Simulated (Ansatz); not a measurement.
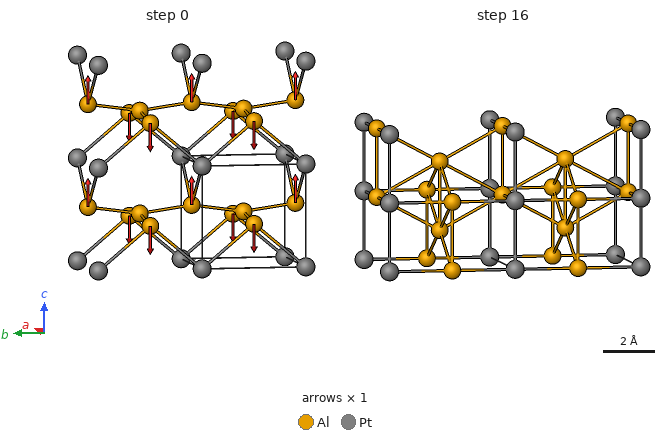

The structure of crystalline Al$_{3}$Pt (a generated structure, set up in P-4m2) (coarse preliminary run) before (left) and after (right) a relaxation, at one scale. The red arrows give the displacements (the part carried along by the change of the cell is left out), at their true length.

A ball-and-stick model of the cell of the calculation, repeated 1 × 2 × 2 with one cell outlined, seen from a free direction.

These are results of DFT PBE, scalar-relativistic, plane waves, PAW (Ansatz 0.2.0), not measurements. Settings: plane-wave cutoff 420 eV; k-point mesh 4 × 4 × 4; occupations gaussian; smearing width 0.1 eV; no spin polarisation; cell and atoms relaxed; force threshold 0.04 eV/Å; at most 70 steps.

Question: What changed between the two?

Answer: Over 14 accepted moves (16 points after the start) the energy falls by 5.000 eV per cell of the calculation. The largest force component goes from 1.5 to under 0.0001 eV/Å. Pressure: 21.25 GPa at the start and −0.02 GPa at the end. At 2 points the geometry stayed and the basis and grid were re-selected for the new cell (energy shift of 91.3 meV per cell of the calculation at most each time). The largest moves relative to the cell, 1.17 Å, are those of Al atoms. Pt stays in place. The volume changes by −2.0 %, with a = b 4.199 → 5.088 Å (+21.2 %), c 4.099 → 2.737 Å (−33.2 %). Among the contacts that change: Al–Al 4.343 → 2.889 Å, Pt–Pt 4.099 → 2.737 Å, Al–Al 4.099 → 2.737 Å, Al–Al 2.120 → 2.889 Å. New bonds form: Al–Al (4.34 → 2.89 Å). Among the angles between lasting bonds that change: Pt–Al–Pt 100.3° → 180.0°, Al–Pt–Al 100.3° → 180.0°, Al–Al–Al 163.9° → 123.5°. The space group (tolerance 0.01 Å) goes from P-4m2 (No. 115) to P4/mmm (No. 123). Cost: 87 s on 1 thread of Intel(R) Xeon(R) Processor @ 2.50GHz (Skylake/Cascade Lake), on a shared host, peak memory 0.37 GiB.

Limits of the set-up: the k-point mesh is coarse for a cell with partly filled bands.
